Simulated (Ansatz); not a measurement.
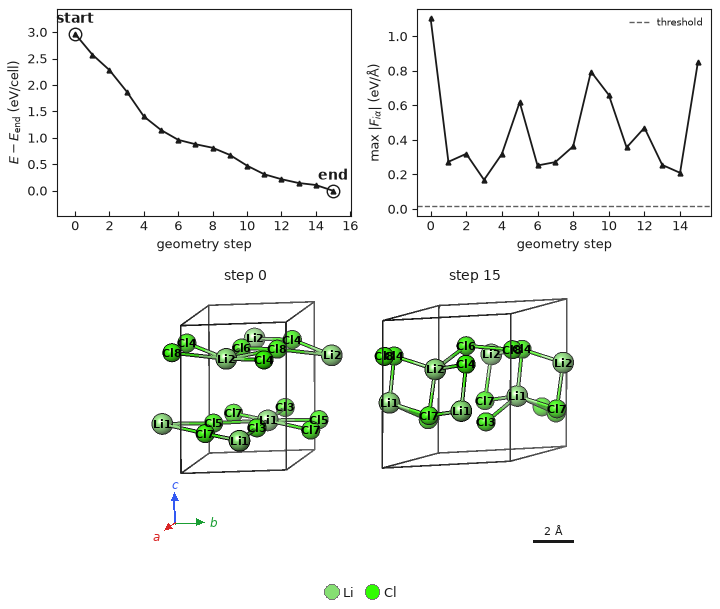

First and last geometry of a relaxation of a crystal of LiCl3 (built on the Ni3Sn (D0_19)_194 type) (coarse preliminary run), with the history of the run. A ball-and-stick model of the cell of the calculation, seen slightly off an axis.

These are results of Ansatz 0.2.0, DFT PBE, scalar-relativistic, plane waves, PAW, not measurements. (plane-wave cutoff 420 eV; k-point mesh 6 × 6 × 4; occupations gaussian; smearing width 0.1 eV; no spin polarisation; cell and atoms relaxed; force threshold 0.015 eV/Å; at most 120 steps)

### What do the curves and the structures tell?

The run was cut off at its time limit before the relaxation converged, so the last structure is only a point on the way. After 15 geometry steps the energy has fallen by 2.967 eV per cell of the calculation. Largest force component: 1.1 eV/Å at the start, 0.85 eV/Å at the end. The pressure goes from 0.55 to −0.20 GPa. The largest move relative to the cell is that of Cl3, 1.43 Å roughly along −a. Largest moves by element: Cl 1.43 Å, Li 1.29 Å. Cell: a 5.691 → 6.362 Å (+11.8 %), b 5.638 → 7.113 Å (+26.2 %), c 7.678 → 7.770 Å (+1.2 %), α 91.8° → 92.9°, β 89.4° → 83.7°, γ 122.4° → 140.4°. Volume +7.1 %. Some distances before and after: Li1–Cl4 4.308 → 2.391 Å, Li1–Cl5 2.966 → 4.732 Å, Li2–Cl7 4.016 → 2.372 Å, Li1–Cl3 2.764 → 4.328 Å. New bonds form: Cl3–Cl5 (2.63 → 2.01 Å), Cl6–Cl8 (2.96 → 2.20 Å), Li1–Cl4 (4.31 → 2.39 Å), Li2–Cl7 (4.02 → 2.37 Å). Bonds break: Li1–Cl3 (2.76 → 4.33 Å). Among the angles between lasting bonds that change: Cl4–Li2–Cl6 68.4° → 97.0°. The space group stays P1 (No. 1). Cost: 17 min on 1 thread of Arm Neoverse V1 (shared host), peak memory 0.65 GiB.

```csv
step,"E − E(0), meV/atom","largest force component, eV/Å","pressure, GPa","volume, Å³/atom"
0,0.00,1.1052,0.55,25.989
1,-48.85,0.2734,0.27,25.760
2,-85.73,0.3197,0.08,25.750
3,-136.29,0.1689,-0.06,25.732
4,-195.22,0.3186,0.36,25.536
5,-227.38,0.6187,1.81,25.386
6,-250.60,0.2521,1.01,26.267
7,-260.86,0.2717,0.15,27.310
8,-269.27,0.3629,-0.34,27.828
9,-286.19,0.7955,-0.40,28.028
10,-311.53,0.6607,-0.15,28.158
11,-331.91,0.3565,0.44,28.242
12,-343.57,0.4706,0.31,28.436
13,-352.59,0.2553,0.29,27.954
14,-357.27,0.2096,-0.03,27.672
15,-370.83,0.8499,-0.20,27.839
```
